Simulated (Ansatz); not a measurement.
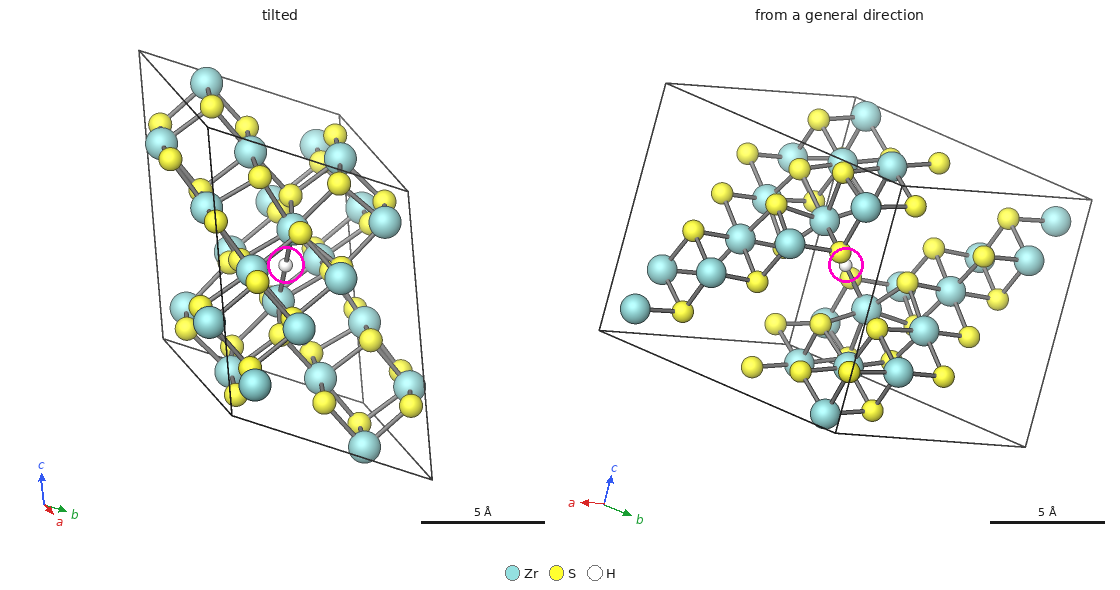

View slightly off an axis and from a general direction, drawn as a ball-and-stick model. The parallelepiped is the supercell. The host is ZrS2, in a cell of 48 sites, and the cell carries a charge of -1. A ring marks the defect's site.

> How does this supercell depart from the perfect host?

An interstitial hydrogen atom. It is bonded to two Zr in a linear arrangement at about 2.3 Å. Not all metal-metal contacts are counted.

The atoms were relaxed in the host's cell with Ansatz, DFT PBE, scalar-relativistic, plane waves, PAW.
